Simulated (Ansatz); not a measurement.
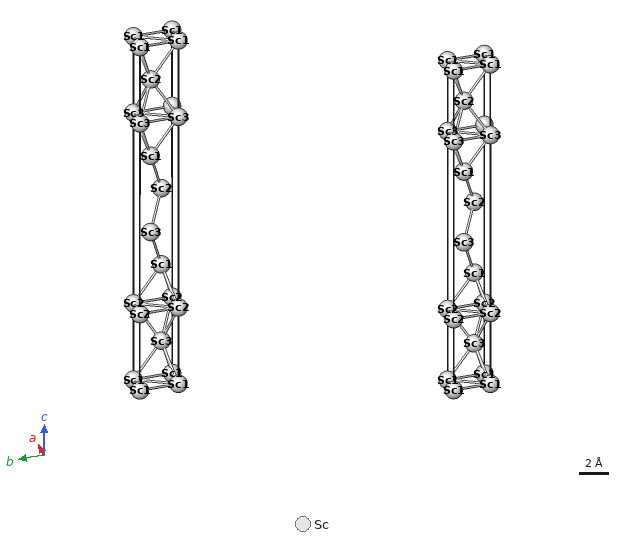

Two geometries of solid Sc (built on the samarium (9R)_166 type) (coarse preliminary run), drawn at one scale. One is the start of a relaxation, the other its converged end. The picture is a ball-and-stick view of the conventional cell (3 times the calculation's cell), seen from a free direction. Lengths and directions refer to the drawn axes.

Computed with DFT PBE, scalar-relativistic, plane waves, PAW (Ansatz 0.2.0). (plane-wave cutoff 420 eV; k-point mesh 6 × 6 × 6; occupations gaussian; smearing width 0.1 eV; no spin polarisation; cell and atoms relaxed; force threshold 0.04 eV/Å; at most 70 steps)

Which of the two is the end point?

The right one is the relaxed one. Case: samarium (9R) type (R-3m, No. 166). Over 3 accepted moves (4 points after the start) the energy falls by 106 meV per atom. Largest force component: 0.084 eV/Å at the start, 0.0013 eV/Å at the end. Pressure: −6.65 GPa at the start and 0.04 GPa at the end. The SCF was repeated once at an unchanged geometry on a basis and grid sized afresh for the cell, which shifted the energy by 0.5 meV per atom at most. The largest moves relative to the cell, 0.014 Å, are those of Sc2 and Sc3. Sc2 goes along −c. The drawn cell changes as follows: a = b 3.467 → 3.305 Å (−4.7 %), c 25.131 → 23.390 Å (−6.9 %); the volume changes by −15.4 %. Some distances before and after: Sc2–Sc3 3.435 → 3.201 Å, Sc1–Sc2 3.436 → 3.235 Å, Sc1–Sc1 3.467 → 3.305 Å. The space group stays R-3m (No. 166). The run took of the order of 17 core-seconds on a shared host.
